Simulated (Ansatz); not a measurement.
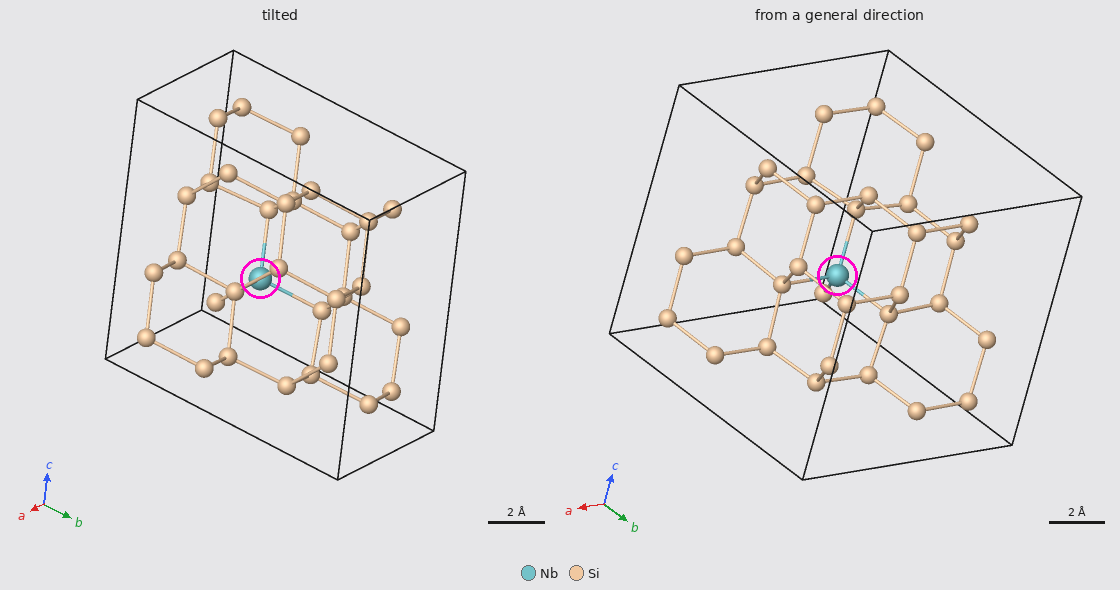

Drawn in the ball-and-stick manner and seen slightly off an axis and from a general direction. The box is the supercell; atoms on or close to its faces, edges and corners are drawn wherever they repeat. The host is Si, in a cell of 32 sites, and the cell is neutral. A ring marks the defect's site.

Q: How does this supercell depart from the perfect host?

A: Niobium on a silicon site (a substitutional impurity). It is bonded to four Si in a tetrahedral arrangement at about 2.5 Å.

The numbers come from DFT PBE, scalar-relativistic, plane waves, PAW (Ansatz 0.2.0), using wavefunction cutoff 420 eV, the zone sampled with 2×2×2 points, Gaussian smearing of 0.02 eV, collinear spins.

Q: Does the cell have a net magnetic moment?

A: Yes, 1.0 μB in the cell.

The atoms were relaxed in the host's cell with DFT PBE, scalar-relativistic, plane waves, PAW in Ansatz.
